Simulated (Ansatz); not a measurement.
# Calculations on S

Part 1: Relaxation

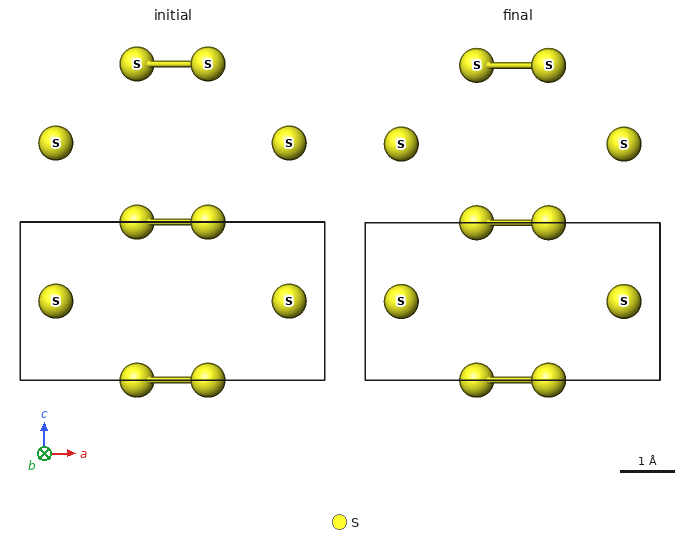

The structure of a crystal of S (set up in P4_2/mnm) (coarse preliminary run) before (left) and after (right) a relaxation, at one scale.

A ball-and-stick model of the cell of the calculation, repeated 1 × 1 × 2 with one cell outlined, seen along the b axis.

These are results of Ansatz, DFT PBE+D3(BJ), scalar-relativistic, plane waves, PAW, not measurements. Set-up: plane-wave cutoff 420 eV; k-point mesh 4 × 4 × 6; occupations gaussian; smearing width 0.1 eV; no spin polarisation; cell and atoms relaxed; force threshold 0.05 eV/Å; at most 80 steps.

Summarise the run.

The energy falls by 11.2 meV per atom in 2 accepted moves (3 points after the start). Largest force component: 0.61 eV/Å at the start, 0.015 eV/Å at the end. The pressure goes from 0.81 to 0.02 GPa. At 1 point the geometry stayed and the basis and grid were re-selected for the new cell (energy shift of less than 0.05 meV per atom at most each time). The largest moves relative to the cell, 0.043 Å, are those of S atoms. The drawn cell changes as follows: a = b 5.678 → 5.497 Å (−3.2 %), c 2.950 → 2.937 Å (−0.4 %); the volume changes by −6.7 %. Near-neighbour distances that change, for instance: S–S 1.873 → 1.898 Å. The space group stays P4_2/mnm (No. 136).

Part 2: Relaxation

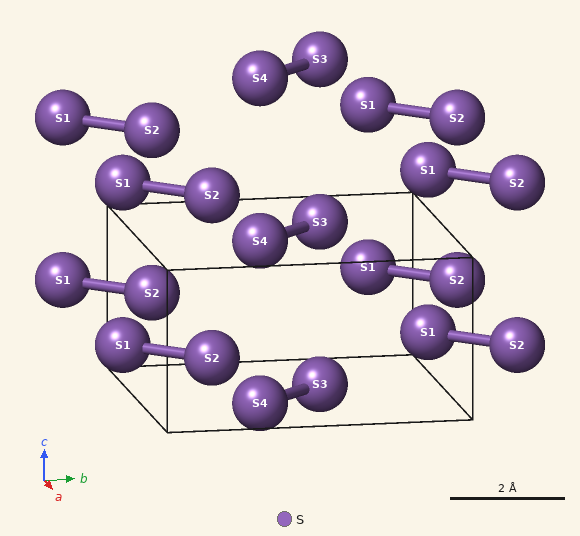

A crystal of S (set up in P4_2/mnm), before the relaxation. Style: ball-and-stick. Shown: the cell of the calculation, repeated 1 × 1 × 2 with one cell outlined, slightly off an axis.

All numbers below come from DFT PBE+D3(BJ), scalar-relativistic, plane waves, PAW in Ansatz 0.2.0.

The input:
```yaml
crystal:
  lattice:
    - [5.4971095022, 0.0, 0.0]
    - [0.0, 5.4971095022, 0.0]
    - [0.0, 0.0, 2.9366576484]
  atoms:
    - { symbol: S, position: [0.8779208616, 0.8779208616, 0.5] }
    - { symbol: S, position: [0.1220791384, 0.1220791384, 0.5] }
    - { symbol: S, position: [0.3779208616, 0.6220791384, 0.0] }
    - { symbol: S, position: [0.6220791384, 0.3779208616, 0.0] }
basis:
  ecutwfc: 420
kpoints:
  mp_grid: { grid: [8, 8, 14] }
hamiltonian:
  xc: pbe
  dispersion: d3bj
scf:
  occupations: { method: gaussian, width: 0.1 }
output:
  forces: true
  stress: true
  eigenvalues: true
relax:
  adjacent_minimum: "off"
  f_tol: 0.005
  max_steps: 80
  cell: { stress_tol: 0.05 }
```

Command:
```bash
ansatz run input.yaml --threads 2 --pin off --max-ram 5120MiB --backend cpu --events-out ev --progress --plain --runs-dir out
```

Question: Where does the relaxation end?

Answer: The largest moves relative to the cell, 0.005 Å, are those of S1, S2, S3 and S4. S3 goes along [−1 1 0]. The drawn cell changes at constant volume: a = b 5.497 → 5.476 Å (−0.4 %), c 2.937 → 2.960 Å (+0.8 %). The space group stays P4_2/mnm (No. 136). Over 3 accepted moves (4 points after the start) the energy falls by 1.8 meV per cell of the calculation. The largest force component goes from 0.03 to 0.0023 eV/Å. The pressure goes from 0.29 to 0.01 GPa. At 1 point the geometry stayed and the basis and grid were re-selected for the new cell (energy shift of less than 0.05 meV per cell of the calculation at most each time). Cost: 13 s on 2 threads of INTEL(R) XEON(R) PLATINUM 8581C CPU @ 2.30GHz (Emerald Rapids), on a shared host, peak memory 0.52 GiB.

Part 3: Scan

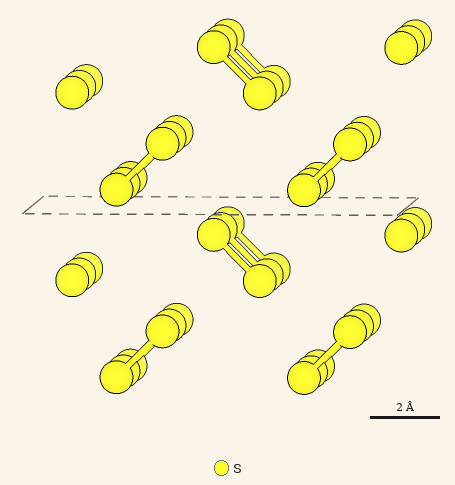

Solid S (P4_2/mnm): the crystal is pulled apart rigidly along the normal of the (1 0 0) plane of the conventional cell, at a cut between a plane of S below and one of S above, 1.40 Å apart. One cut stands in each cell, which starts 11.0 Å high; nothing is relaxed, and the dashed outline marks the cut. The picture shows the perfect crystal around the cut (dashed). The picture is a ball-and-stick view of the layers on both sides of the cut, seen from the side, nearly along the cut plane.

The calculation used DFT PBE+D3(BJ), scalar-relativistic, plane waves, PAW (Ansatz 0.2.0). Settings: plane-wave cutoff 420 eV; k-point mesh 9 × 16 × 5; occupations gaussian; smearing width 0.15 eV; no spin polarisation. Energies (free energies at the smearing named) are counted from the relaxed crystal.

Input
```yaml
crystal:
  lattice:
    - [0.0, -5.4762743414, 0.0]
    - [0.0, 0.0, -2.9602546931]
    - [10.9525486828, 0.0, 0.0]
  atoms:
    - { symbol: S, position: [0.1226657981, 0.5, 0.4386671009] }
    - { symbol: S, position: [0.1226657981, 0.5, 0.9386671009] }
    - { symbol: S, position: [0.8773342019, 0.5, 0.0613328991] }
    - { symbol: S, position: [0.8773342019, 0.5, 0.5613328991] }
    - { symbol: S, position: [0.3773342019, 0.0, 0.1886671009] }
    - { symbol: S, position: [0.3773342019, 0.0, 0.6886671009] }
    - { symbol: S, position: [0.6226657981, 0.0, 0.3113328991] }
    - { symbol: S, position: [0.6226657981, 0.0, 0.8113328991] }
basis:
  ecutwfc: 420
kpoints:
  mp_grid: { grid: [9, 16, 5] }
hamiltonian:
  xc: pbe
  dispersion: d3bj
scf:
  occupations: { method: gaussian, width: 0.15 }
output:
  forces: true
  stress: true
  eigenvalues: true
```

Launched with:
```bash
ansatz run input.yaml --threads 2 --pin off --max-ram 5120MiB --backend cpu --events-out ev --progress --plain --runs-dir out
```

### Give the energy at each point (the opening: −0.30, −0.15, 0.00, 0.25, 0.50, 0.75, 1.00, 1.50, 2.00, 3.00, 4.50, 6.00 Å).

```tsv
opening (Å)	ΔE per area (J/m²)
−0.30	0.041
−0.15	0.008
0.00	0.000
0.25	0.022
0.50	0.066
0.75	0.116
1.00	0.164
1.50	0.243
2.00	0.301
3.00	0.372
4.50	0.415
6.00	0.430
```

At the widest opening, 6.00 Å, the energy has risen by 0.430 J/m², where the curve has levelled off: this is the ideal work of separation, the sum of the two unrelaxed surface energies of a slab 11.0 Å thick. The steepest rise lies between 0.50 Å and 0.75 Å, with a mean traction of about 2 GPa. Pressing the cut together by 0.30 Å costs 0.041 J/m².

The computed profile:

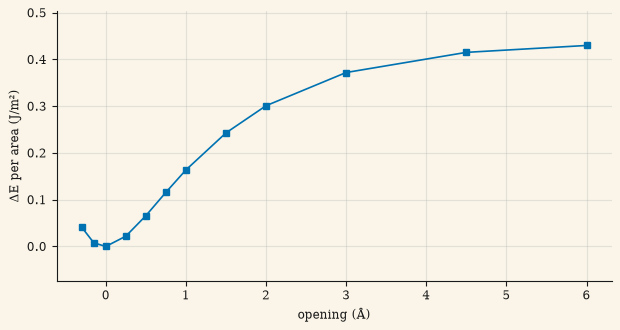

Part 4: Scan

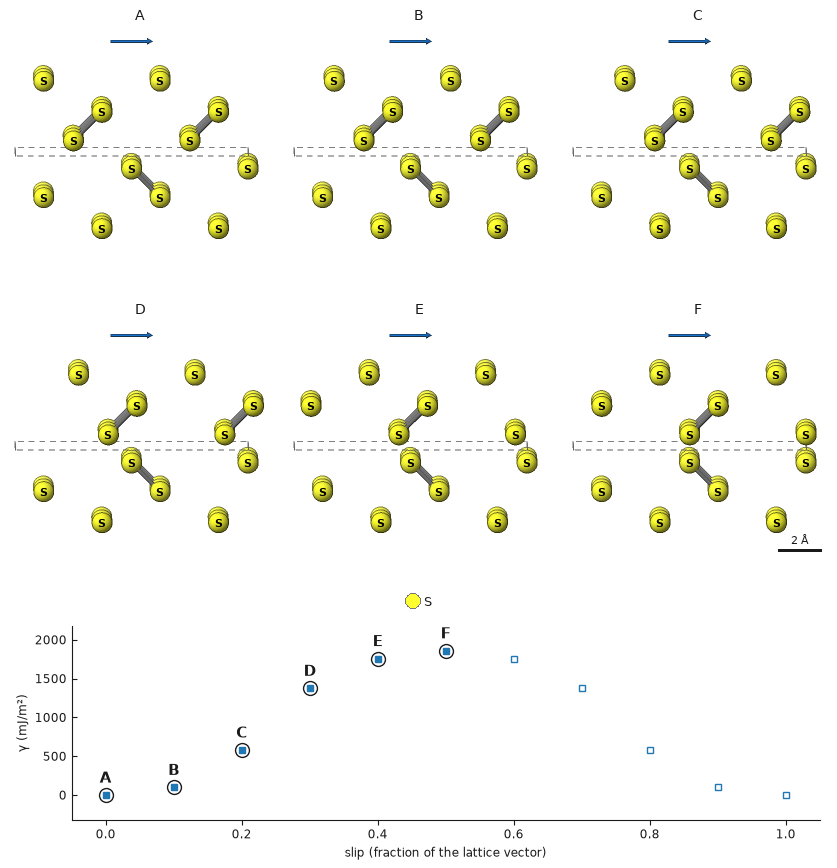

Crystalline S (P4_2/mnm): the crystal above a cut along the (1 0 0) plane of the conventional cell (between a plane of S below and one of S above, 1.40 Å apart) is slid rigidly by fractions of an in-plane lattice vector 5.48 Å long (a generalised stacking fault). One cut stands in each cell, which starts 11.0 Å high; nothing is relaxed, and the dashed outline marks the cut, the arrow on top the direction of slip. The lettered frames are marked on the plot. Hollow markers are points alike by symmetry, not computed again. The picture is a ball-and-stick view of the layers on both sides of the cut, seen from the side, nearly along the cut plane.

The calculation used DFT PBE+D3(BJ), scalar-relativistic, plane waves, PAW (Ansatz). Set-up: plane-wave cutoff 420 eV; k-point mesh 9 × 16 × 5; occupations gaussian; smearing width 0.15 eV; no spin polarisation. Energies (free energies at the smearing named) are counted from the relaxed crystal.

Question: Describe the profile.

Answer: The curve starts and ends at zero, since a full lattice vector restores the crystal. Its highest computed point is 1859 mJ/m² at slip 0.50, which the unstable stacking-fault energy of this rigid path equals or slightly exceeds. No local minimum shows among the points, so there is no metastable fault on this line. The path is symmetric about half-way. Relaxation across the fault would lower the values.
